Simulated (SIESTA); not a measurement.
# A series of single points on GdO

System: GdO (F-43m, 2 atoms in the cell).
Method: Kohn-Sham DFT of a periodic cell, PBE, PseudoDojo 0.4 standard with PseudoDojo 3+ lanthanides (4f in the core), converted to PSML, spin-polarised (SIESTA 5.4.2).

The 7 runs differ only in the geometry, by an even scaling of the cell at fixed fractional positions. The structure derives from an entry of the Crystallography Open Database.

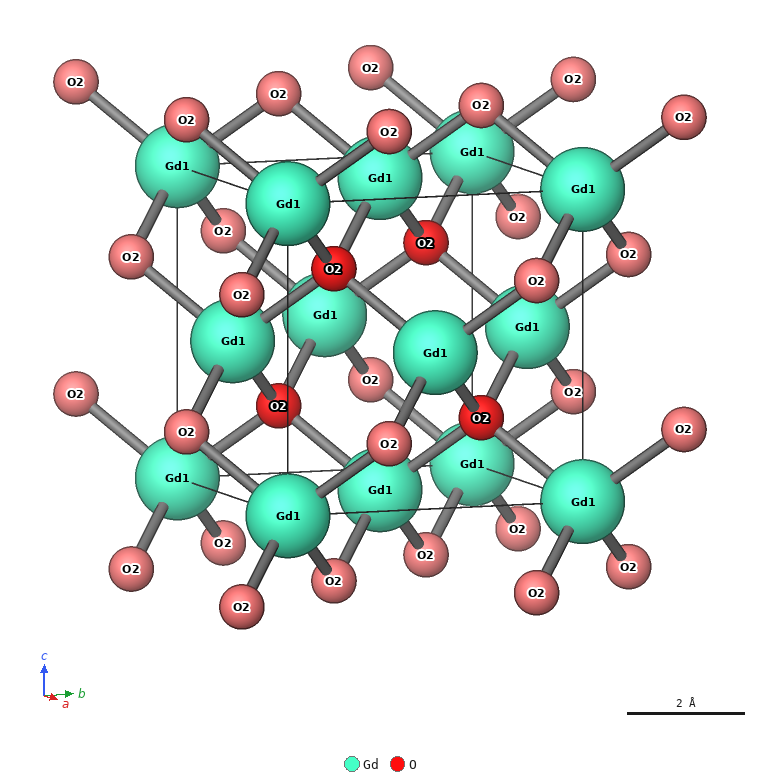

Figure 1. The structure of run 4 (ball-and-stick view of the cell 4 times as large as that of the calculation, set on its symmetry axes, seen slightly off an axis; neighbours outside the cell are drawn fainter; atoms are numbered from 1 in the order of the input). An atom can appear more than once, as a periodic image.

**Input of run 4**
```
SystemName                      GdO
SystemLabel                     GdO
NumberOfSpecies                 2
NumberOfAtoms                   2
%block ChemicalSpeciesLabel
  1  64 Gd
  2   8 O
%endblock ChemicalSpeciesLabel

LatticeConstant                 1.0 Ang
%block LatticeVectors
     0.0000000000     2.7000000000     2.7000000000
     2.7000000000     0.0000000000     2.7000000000
     2.7000000000     2.7000000000     0.0000000000
%endblock LatticeVectors
AtomicCoordinatesFormat         Fractional
%block AtomicCoordinatesAndAtomicSpecies
     0.0000000000     0.0000000000     0.0000000000  1  Gd
     0.7500000000     0.7500000000     0.7500000000  2  O
%endblock AtomicCoordinatesAndAtomicSpecies

%block kgrid.MonkhorstPack
    9   0   0  0.0
    0   9   0  0.0
    0   0   9  0.0
%endblock kgrid.MonkhorstPack
XC.Functional                   GGA
XC.Authors                      PBE
PAO.BasisSize                   DZP
PAO.EnergyShift                 0.003 Ry
Mesh.Cutoff                     800 Ry
Spin                            polarized
%block DM.InitSpin
    1   7.000
    2   0.000
%endblock DM.InitSpin
OccupationFunction              FD
ElectronicTemperature           0.05 eV
MaxSCFIterations                200
SCF.MustConverge                false
SCF.Mixer.Method                Pulay
SCF.Mixer.Weight                0.1
SCF.Mixer.History               10
SCF.DM.Tolerance                5.0e-05
SCF.H.Tolerance                 1.0e-03 eV
WriteForces                     true
Charge.Mulliken                 end
Charge.Hirshfeld                end
Charge.Voronoi                  end
SaveRho                         true
SaveElectrostaticPotential      true
%block SyntheticAtoms
  1
  6 6 5 5
  2.0 0.0 1.0 0.0
%endblock SyntheticAtoms
%block PAO.Basis
  Gd 5
  n=5 0 2
    3.699 0.000
  n=6 0 2
    9.150 0.000
  n=5 1 2
    4.431 0.000
  n=6 1 1
    9.150
  n=5 2 2
    8.514 0.000
%endblock PAO.Basis
```

Command:
```bash
siesta < GdO.fdf > GdO.out 2>&1
```

Run 2 has the same physical settings and fractional positions; its lattice vectors (Å) are:
```
   0.000000    2.663509    2.663509
   2.663509    0.000000    2.663509
   2.663509    2.663509    0.000000
```

**Results, with one run withheld**

| run | volume per atom (Å³) | free energy per atom, from the lowest run given (meV) | pressure (GPa) |
| --- | --- | --- | --- |
| 1 | 18.502 | 12.23 | 4.91 |
| 2 | 18.896 | ? | ? |
| 3 | 19.289 | 0.00 | 0.32 |
| 4 | 19.683 | 1.69 | −1.67 |
| 5 | 20.077 | 8.08 | −3.44 |
| 6 | 20.470 | 18.46 | −4.97 |
| 7 | 20.864 | 32.20 | −6.34 |

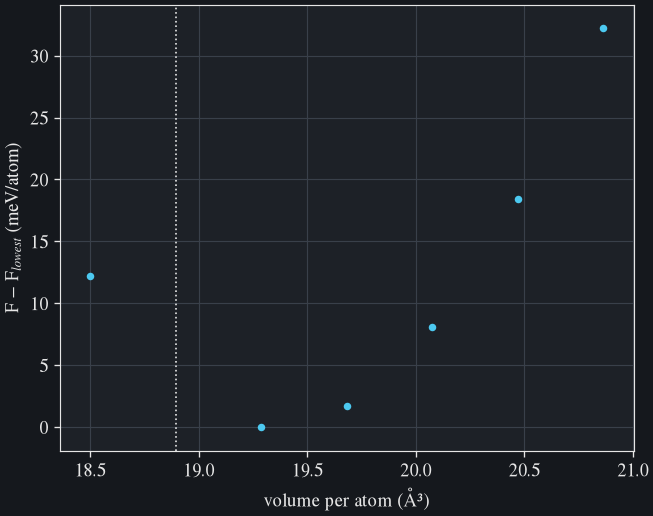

Figure 2. Free energy per atom of the runs given; the dotted line marks run 2.

Fit the runs given and predict run 2.

A cubic polynomial in V^(−2/3) (the Birch–Murnaghan form), fitted to the 6 runs given, misses them by at most 0.07 meV per atom. With x = V^(−2/3) − 0.13669 Å⁻², it reads F = 3.0299 − 2947.8 x + 6.8919e+05 x² + 2.6364e+06 x³ (meV per atom). At run 2 it gives 3.20 meV per atom, and the run itself gives 3.28. The slope of the fit gives a pressure −dF/dV of 2.45 GPa there, and the run prints 2.41 GPa. The fit has its minimum at 19.338 Å³ per atom, where V d²F/dV² gives 100 GPa: the bulk modulus at this level, since symmetry fixes the shape and the positions.

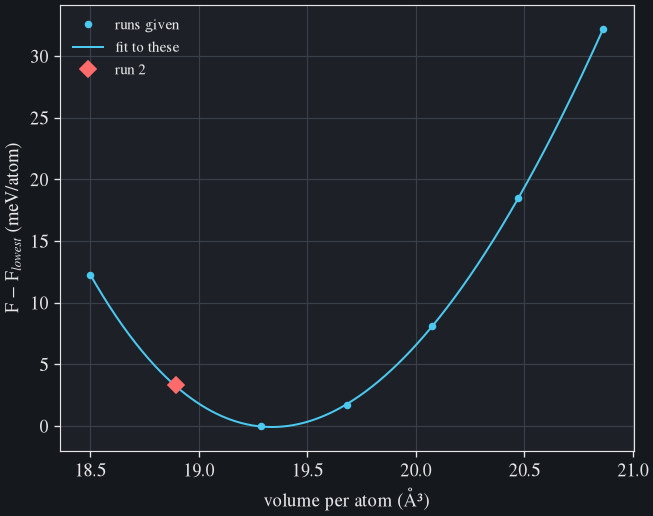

Figure 3. The fit and the withheld run.

**Some lines of the output (run 2)**
```
[...]
outcell: Cell volume (Ang**3)        :     37.7914
stepf: Fermi-Dirac step function
siesta: Etot    =     -1580.138107
siesta: FreeEng =     -1580.152697
        iscf     Eharris(eV)        E_KS(eV)     FreeEng(eV)     dDmax    Ef(eV) dHmax(eV)
siesta: E_KS(eV) =            -1584.6732
siesta: E_KS - E_eggbox =     -1584.6732
siesta: Etot    =     -1584.673210
siesta: FreeEng =     -1584.677940
siesta:         Fermi =      -4.038660
siesta: Cell volume =         37.791360 Ang**3
    Orbital volume contribution        =           2.436835 eV
```

Notes: Points of doubt noted for this run: mulliken charges of long orbitals; trivalent lanthanide file without f moment. With a small basis of atomic orbitals these values can differ much from converged plane-wave results.
